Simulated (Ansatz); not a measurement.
## C: geometry relaxation (part 2 of 2)

The same run, continued: C (slab, 4 atoms in the cell); DFT PBE+D3(BJ), scalar-relativistic, plane waves, PAW, no spin polarisation (Ansatz 0.2.0); cutoff 420 eV, 15×15×1 k-mesh, Gaussian smearing of 0.1 eV. The structure derives from an entry of the Crystallography Open Database. The input holds or restrains some coordinates. Forces given for the steps count only the free coordinates.

Geometry of the input (Å; fractional positions):
```
2.4657  0.0000  0.0000
-1.2328  2.1353  0.0000
0.0000  0.0000  17.5001
C  0.6667  0.3333  0.2571
C  0.3333  0.6667  0.2571
C  0.6667  0.5000  0.4612
C  0.3333  0.8333  0.4612
```

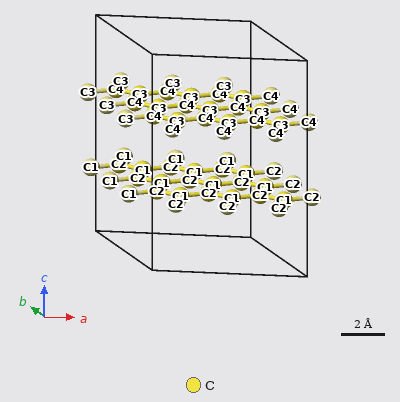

The geometry at step 1 of the log (ball-and-stick view of the 3 × 3 repeat of the cell, with the vacuum cut short, seen slightly off an axis; neighbours outside the cell are drawn fainter; atoms are numbered from 1 in the order of the input).

**Output, continued**
```
SCF iter   1: F=—  HF=-1004.222931 eV  |F-HF|=—  |Δ(HF+E_count)|=         —  Δρ=7.70e-3  dr2=4.40e-2  ethr=2.75e-4  p=-0.000 e·Å  D=-6.66e-8 V/Å  ΔV_dip=0.00 eV  dr2_dipole=1.24e-3  V_vac-E_F(+/−)=4.27/4.27 eV  ⟨swp⟩=1.1  Hψ=7316  notcnv=0
efield: sawtooth ramp at fractional position 0.8392 (handed on by an earlier solve), width 0.0400; the density the first Hamiltonian is built on has a dipole p = -0.000 e·Å; the dipole correction subtracts the counter field D = -6.66e-8 V/Å, which shifts the + side's vacuum level by +0.00 eV against the − side's; the planar-averaged density in the ramp window peaks in size at 1.5e-7 e/Å³
preconditioner: auto → none  [insulator: Δε(μ)=0.444 eV  Ē_g=14.945 eV  σ=0.100 eV  W_gap=1.00  n_scr=10 (ndim 8)  ℏωp=15.5 eV  f_vac=0.592  D(μ)=0.00/eV (n_scr^D=0)  ε∞_Penn≈2.1]
SCF iter   2: F=—  HF=-1004.214696 eV  |F-HF|=—  |Δ(HF+E_count)|=   8.24e-3  Δρ=2.64e-3  dr2=1.89e-2  ethr=2.75e-4  p=0.018 e·Å  D=3.49e-2 V/Å  ΔV_dip=-0.61 eV  dr2_dipole=6.19e-3  V_vac-E_F(+/−)=3.80/4.41 eV  ⟨swp⟩=2.9  Hψ=3353  notcnv=0
SCF iter   3: F=—  HF=-1004.211646 eV  |F-HF|=—  |Δ(HF+E_count)|=   3.05e-3  Δρ=2.23e-3  dr2=8.87e-3  ethr=1.18e-4  p=-0.007 e·Å  D=-1.43e-2 V/Å  ΔV_dip=0.25 eV  dr2_dipole=2.81e-3  V_vac-E_F(+/−)=4.36/4.11 eV  ⟨swp⟩=2.5  Hψ=3541  notcnv=0
SCF iter   4: F=—  HF=-1004.209812 eV  |F-HF|=—  |Δ(HF+E_count)|=   1.83e-3  Δρ=1.24e-3  dr2=8.96e-4  ethr=5.54e-5  p=0.000 e·Å  D=6.78e-4 V/Å  ΔV_dip=-0.01 eV  dr2_dipole=1.18e-5  V_vac-E_F(+/−)=4.27/4.28 eV  ⟨swp⟩=2.2  Hψ=1660  notcnv=0
SCF iter   5: F=—  HF=-1004.209650 eV  |F-HF|=—  |Δ(HF+E_count)|=   1.62e-4  Δρ=5.07e-4  dr2=8.67e-5  ethr=5.60e-6  p=-0.000 e·Å  D=-1.91e-4 V/Å  ΔV_dip=0.00 eV  dr2_dipole=2.72e-6  V_vac-E_F(+/−)=4.27/4.26 eV  ⟨swp⟩=2.5  Hψ=1968  notcnv=0
SCF iter   6: F=—  HF=-1004.209688 eV  |F-HF|=—  |Δ(HF+E_count)|=   3.78e-5  Δρ=1.34e-4  dr2=4.31e-6  ethr=5.42e-7  p=-0.000 e·Å  D=-1.91e-4 V/Å  ΔV_dip=0.00 eV  dr2_dipole=1.24e-7  V_vac-E_F(+/−)=4.27/4.27 eV  ⟨swp⟩=2.2  Hψ=2149  notcnv=0
SCF iter   7: F=—  HF=-1004.209690 eV  |F-HF|=—  |Δ(HF+E_count)|=   2.76e-6  Δρ=1.67e-5  dr2=7.90e-8  ethr=2.69e-8  p=-0.000 e·Å  D=-2.37e-5 V/Å  ΔV_dip=0.00 eV  dr2_dipole=2.68e-9  V_vac-E_F(+/−)=4.27/4.27 eV  ⟨swp⟩=2.1  Hψ=2041  notcnv=0
iter 8 did not close the SCF: its close was put off until two iterations running show no level that it waits for move by more than its bar (scf_convergence_deferred on its scf_iter line)
SCF iter   8: F=-1004.209690 eV  HF=-1004.209690 eV  |F-HF|=1.22e-10  |Δ(HF+E_count)|=   4.91e-8  Δρ=1.93e-6  dr2=1.78e-9  ethr=5.62e-11  p=-0.000 e·Å  D=-4.11e-6 V/Å  ΔV_dip=0.00 eV  dr2_dipole=2.01e-11  V_vac-E_F(+/−)=4.27/4.27 eV  ⟨swp⟩=8.5  Hψ=7888  notcnv=0
iter 9 did not close the SCF: its close was put off until two iterations running show no level that it waits for move by more than its bar (scf_convergence_deferred on its scf_iter line)
SCF iter   9: F=-1004.209690 eV  HF=-1004.209690 eV  |F-HF|=9.12e-10  |Δ(HF+E_count)|=  7.66e-10  Δρ=1.27e-6  dr2=1.26e-9  ethr=1.11e-11  p=-0.000 e·Å  D=-7.49e-7 V/Å  ΔV_dip=0.00 eV  dr2_dipole=8.24e-14  V_vac-E_F(+/−)=4.27/4.27 eV  ⟨swp⟩=2.0  Hψ=4994  notcnv=0
SCF iter  10: F=-1004.209690 eV  HF=-1004.209690 eV  |F-HF|=5.23e-12  |Δ(HF+E_count)|=  3.08e-10  Δρ=1.09e-7  dr2=5.53e-12  ethr=7.86e-12  p=-0.000 e·Å  D=-2.66e-7 V/Å  ΔV_dip=0.00 eV  dr2_dipole=2.05e-15  V_vac-E_F(+/−)=4.27/4.27 eV  ⟨swp⟩=2.1  Hψ=4740  notcnv=0
SCF 2 converged in 10 iterations: F = -1004.209690 eV  dr2 = 5.53e-12
  greatest PAW one-centre occupation: 0.672 electrons in one spin orbital (limit 2), on the C atom at site 0 (counted from 0), in its partial waves of l = 0
relax step   2: F+E_penalty+E_count = -1004.20969040 eV  Δ(F+E_penalty+E_count) = -1.502e-4 eV  max|allowed force component| = 7.673e-3 eV/Å  Δτ_max = 0.0466 Å  (10 SCF iters, accepted)
SCF iter   1: F=—  HF=-1004.210551 eV  |F-HF|=—  |Δ(HF+E_count)|=         —  Δρ=1.96e-3  dr2=2.90e-3  ethr=1.78e-4  p=-0.000 e·Å  D=-2.80e-7 V/Å  ΔV_dip=0.00 eV  dr2_dipole=8.43e-5  V_vac-E_F(+/−)=4.26/4.27 eV  ⟨swp⟩=2.6  Hψ=4418  notcnv=0
efield: sawtooth ramp at fractional position 0.8392 (handed on by an earlier solve), width 0.0400; the density the first Hamiltonian is built on has a dipole p = -0.000 e·Å; the dipole correction subtracts the counter field D = -2.80e-7 V/Å, which shifts the + side's vacuum level by +0.00 eV against the − side's; the planar-averaged density in the ramp window peaks in size at 1.3e-7 e/Å³
preconditioner: auto → none  [insulator: Δε(μ)=0.431 eV  Ē_g=14.926 eV  σ=0.100 eV  W_gap=1.00  n_scr=10 (ndim 8)  ℏωp=15.5 eV  f_vac=0.588  D(μ)=0.00/eV (n_scr^D=0)  ε∞_Penn≈2.1]
SCF iter   2: F=—  HF=-1004.210041 eV  |F-HF|=—  |Δ(HF+E_count)|=   5.10e-4  Δρ=6.87e-4  dr2=1.47e-3  ethr=1.81e-5  p=-0.005 e·Å  D=-9.10e-3 V/Å  ΔV_dip=0.16 eV  dr2_dipole=5.01e-4  V_vac-E_F(+/−)=4.39/4.23 eV  ⟨swp⟩=2.0  Hψ=2852  notcnv=0
SCF iter   3: F=—  HF=-1004.209848 eV  |F-HF|=—  |Δ(HF+E_count)|=   1.93e-4  Δρ=6.00e-4  dr2=8.00e-4  ethr=9.22e-6  p=0.002 e·Å  D=4.20e-3 V/Å  ΔV_dip=-0.07 eV  dr2_dipole=2.65e-4  V_vac-E_F(+/−)=4.24/4.31 eV  ⟨swp⟩=2.0  Hψ=1905  notcnv=0
SCF iter   4: F=—  HF=-1004.209692 eV  |F-HF|=—  |Δ(HF+E_count)|=   1.56e-4  Δρ=3.48e-4  dr2=7.81e-5  ethr=5.00e-6  p=0.000 e·Å  D=2.18e-4 V/Å  ΔV_dip=-0.00 eV  dr2_dipole=5.55e-6  V_vac-E_F(+/−)=4.26/4.26 eV  ⟨swp⟩=1.7  Hψ=1440  notcnv=0
SCF iter   5: F=—  HF=-1004.209710 eV  |F-HF|=—  |Δ(HF+E_count)|=   1.77e-5  Δρ=1.35e-4  dr2=7.22e-6  ethr=4.88e-7  p=0.000 e·Å  D=1.78e-4 V/Å  ΔV_dip=-0.00 eV  dr2_dipole=6.44e-7  V_vac-E_F(+/−)=4.26/4.27 eV  ⟨swp⟩=2.7  Hψ=1929  notcnv=0
SCF iter   6: F=—  HF=-1004.209709 eV  |F-HF|=—  |Δ(HF+E_count)|=   3.38e-7  Δρ=3.47e-5  dr2=3.28e-7  ethr=4.51e-8  p=0.000 e·Å  D=7.62e-5 V/Å  ΔV_dip=-0.00 eV  dr2_dipole=2.68e-8  V_vac-E_F(+/−)=4.26/4.27 eV  ⟨swp⟩=2.1  Hψ=2022  notcnv=0
iter 7 did not close the SCF: its close was put off until two iterations running show no level that it waits for move by more than its bar (scf_convergence_deferred on its scf_iter line)
SCF iter   7: F=-1004.209709 eV  HF=-1004.209709 eV  |F-HF|=2.89e-9  |Δ(HF+E_count)|=   1.44e-7  Δρ=4.36e-6  dr2=4.73e-9  ethr=5.62e-11  p=0.000 e·Å  D=3.74e-6 V/Å  ΔV_dip=-0.00 eV  dr2_dipole=1.20e-10  V_vac-E_F(+/−)=4.26/4.26 eV  ⟨swp⟩=5.9  Hψ=7867  notcnv=0
iter 8 did not close the SCF: its close was put off until two iterations running show no level that it waits for move by more than its bar (scf_convergence_deferred on its scf_iter line)
SCF iter   8: F=-1004.209709 eV  HF=-1004.209709 eV  |F-HF|=1.85e-11  |Δ(HF+E_count)|=   3.84e-9  Δρ=3.39e-7  dr2=5.32e-11  ethr=2.95e-11  p=0.000 e·Å  D=1.32e-6 V/Å  ΔV_dip=-0.00 eV  dr2_dipole=4.65e-12  V_vac-E_F(+/−)=4.26/4.26 eV  ⟨swp⟩=2.7  Hψ=4708  notcnv=0
SCF iter   9: F=-1004.209709 eV  HF=-1004.209709 eV  |F-HF|=6.82e-12  |Δ(HF+E_count)|=  3.59e-11  Δρ=1.07e-7  dr2=9.05e-12  ethr=1.00e-12  p=-0.000 e·Å  D=-1.26e-7 V/Å  ΔV_dip=0.00 eV  dr2_dipole=1.26e-14  V_vac-E_F(+/−)=4.26/4.26 eV  ⟨swp⟩=1.3  Hψ=4101  notcnv=0
SCF 3 converged in 9 iterations: F = -1004.209709 eV  dr2 = 9.05e-12
  greatest PAW one-centre occupation: 0.672 electrons in one spin orbital (limit 2), on the C atom at site 1 (counted from 0), in its partial waves of l = 0
relax step   3: F+E_penalty+E_count = -1004.20970947 eV  Δ(F+E_penalty+E_count) = -1.907e-5 eV  max|allowed force component| = 1.374e-3 eV/Å  Δτ_max = 0.0118 Å  (9 SCF iters, accepted)
SCF converged after 9 iterations
Free energy (F): -1004.209709 eV
Harris-Foulkes:  -1004.209709 eV  (|F-HF|=6.82e-12)
Internal energy: -1004.209698 eV  (E = F + TS)
E sigma→0 (E₀):  -1004.209703 eV
Entropy (-TS):   -0.000012 eV (-0.003 meV/atom)
Fermi energy:    0.057914 eV
Dipole field:    D = 0.000000 V/Å  (p = 0.000000 e·Å, saw-weighted, corrected)
Work function:   Φ+ = 4.2647 eV   Φ− = 4.2647 eV
Levels:          The Fermi level and band energies are counted from a zero that moves with the ramp; work functions are not
--- Per-component energies (eV) ---
  E_band       = -145.404159
  E_kinetic    = 363.470528
  E_local      = -5894.161701  (includes V_loc(G=0)·N_el)
  E_nonlocal   = 109.179717
  E_hartree    = 2770.462349
  E_xc         = -191.930215
  E_vxc        = -237.610359  (∫ρ·V_xc dr)
  E_paw        = -397.370126  (= ΣΔE_a)
  E_vpaw       = -27.207075  (= ΣTr[D̂ρ^β])
  E_aug_tail   = 0.000029  (compensation charges beyond the density's cutoff)
  E_efield     = 0.000000  (sawtooth field / dipole correction)
  E_vefield    = 0.000000  (∫n·V_field dr)
  E_ewald      = 2236.602204
  E_disp       = -0.462482  (pairwise vdW)
  E_smearing   = -0.000012  (= −TS)
  E_closure    = 0.000000  (closes the sum)
  Σ components = -1004.209709   (vs F -1004.209709, Δ=0.00e0)
--- Forces (eV/Å), atoms counted from 1 ---
  atom   1  C      0.00260813    -0.00529073     0.00137353
  atom   2  C      0.00328010    -0.00490757    -0.00114488
  atom   3  C     -0.00327947     0.00490629    -0.00010223
  atom   4  C     -0.00260875     0.00529200    -0.00012947
  max |Σ_I F_I| component: 3.04e-6 eV/Å
--- Band table (eV; the first three rows and the last of 113) ---
  k-point 0: bands = ["-19.5126", "-19.4133", "-7.9298", "-7.1852", "-2.9862", "-2.9846", "-2.9790", "-2.9776", "3.4186", "3.8931", "4.7755", "6.4705"]
  k-point 1: bands = ["-19.4074", "-19.3087", "-7.8028", "-7.0612", "-3.4121", "-3.4018", "-3.2087", "-3.2000", "3.5600", "4.0357", "4.9182", "6.6021"]
  k-point 2: bands = ["-19.0922", "-18.9955", "-7.4239", "-6.6916", "-4.5442", "-4.5264", "-3.7733", "-3.7630", "3.9842", "4.4634", "5.3463", "6.9950"]
  k-point 112: bands = ["-15.1462", "-15.0719", "-12.0380", "-11.9831", "-6.6145", "-6.5999", "-3.0793", "-2.5067", "2.1704", "2.7477", "7.9154", "7.9937"]
--- Relaxed structure (3 steps of the walk, 3 accepted, 0 SCFs on fresh bases) ---
  F+E_penalty+E_count = -1004.20970947 eV   max|allowed force component| = 1.374e-3 eV/Å
  atoms:
    - { symbol: C, position: [0.6666666667, 0.33333333334999987, 0.25713860398872146] }
    - { symbol: C, position: [0.3333333333, 0.66666666665, 0.25714289879999996] }
    - { symbol: C, position: [0.6666666666999999, 0.49999999999999994, 0.4592125510054376] }
    - { symbol: C, position: [0.3333333333, 0.8333333333, 0.459212589372377] }
```

**Trajectory as extended XYZ (Å, eV, eV/Å), 3 frames, from step=1 to step=3**
```
4
Lattice="2.4657 0.0000 0.0000 -1.2328 2.1353 0.0000 0.0000 0.0000 17.5001" Properties=species:S:1:pos:R:3:forces:R:3 step=1 energy=-1004.20954
C     1.2328    0.7118    4.5000    0.0023  -0.0046   0.0047
C     0.0000    1.4236    4.5000    0.0029  -0.0043   0.0047
C     1.0274    1.0677    8.0710   -0.0029   0.0043  -0.0047
C    -0.2055    1.7794    8.0710   -0.0023   0.0046  -0.0047
4
Lattice="2.4657 0.0000 0.0000 -1.2328 2.1353 0.0000 0.0000 0.0000 17.5001" Properties=species:S:1:pos:R:3:forces:R:3 step=2 energy=-1004.20969
C     1.2328    0.7118    4.5004    0.0027  -0.0055  -0.0077
C     0.0000    1.4236    4.5000    0.0034  -0.0051   0.0044
C     1.0274    1.0677    8.0244   -0.0034   0.0052   0.0016
C    -0.2055    1.7794    8.0244   -0.0027   0.0055   0.0016
4
Lattice="2.4657 0.0000 0.0000 -1.2328 2.1353 0.0000 0.0000 0.0000 17.5001" Properties=species:S:1:pos:R:3:forces:R:3 step=3 energy=-1004.20971
C     1.2328    0.7118    4.4999    0.0026  -0.0053   0.0014
C     0.0000    1.4236    4.5000    0.0033  -0.0049  -0.0011
C     1.0274    1.0677    8.0363   -0.0033   0.0049  -0.0001
C    -0.2055    1.7794    8.0363   -0.0026   0.0053  -0.0001
```

**Results in brief**

```tsv
quantity	value
outcome	converged under the restraints of the input
electrons treated	16
free energy	−1004.2097 eV
work function, top face	4.26 eV
work function, bottom face	4.26 eV
Fermi energy	0.058 eV
gap on the k-point mesh	0.43 eV
final volume	92.14 Å³
work function (upper face)	4.26 eV
largest force (length of the vector) at the end, held atoms and coordinates included	0.006 eV/Å
hardware	4 threads of Arm Neoverse V1, 24 GiB of memory available, shared host
wall time	18 s (CPU time 69 s)
peak memory	0.49 GiB
```

**Remarks**

Notes on the run: the structure was made exactly symmetric.
